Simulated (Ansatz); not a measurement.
Given this structure:

```yaml
crystal:
  lattice:
    - [3.92688, 0.00000, 0.00000]
    - [0.00000, 4.00305, 0.00000]
    - [-0.54915, 0.00000, 5.57242]
  atoms:
    - { symbol: Ag, position: [0.18402, 0.25000, 0.21808] }
    - { symbol: Ag, position: [0.81598, 0.75000, 0.78192] }
    - { symbol: Cl, position: [0.70766, 0.75000, 0.26256] }
    - { symbol: Cl, position: [0.29234, 0.25000, 0.73744] }
```

> Work out the structure from the coordinates.

The solid is AgCl. Space group: P2_1/m (No. 11). Lattice: primitive monoclinic. With Z = 2, the cell contains 2 Ag, 2 Cl. The polyhedra are AgCl6 octahedra; they share corners and edges. The coordination shell of Ag holds six Cl in a distorted octahedral arrangement at 2.77 to 2.90 Å. The coordination shell of Cl holds six Ag in a distorted octahedral arrangement at 2.77 to 2.90 Å. The bonds build a three-dimensional framework.

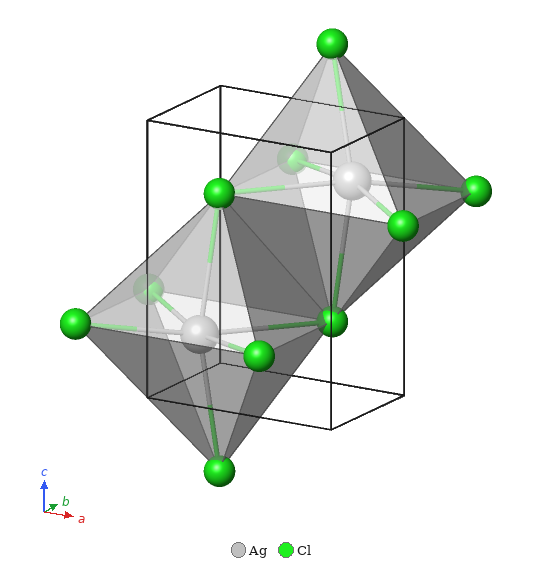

This polyhedral model is shown slightly off an axis. Lines trace the edges of the conventional unit cell. Some neighbours outside the box are added.

The model was built from a structure listed in the Materials Project. Earlier steps of the study may have refined or changed the cell and positions. It went into a calculation with Ansatz.
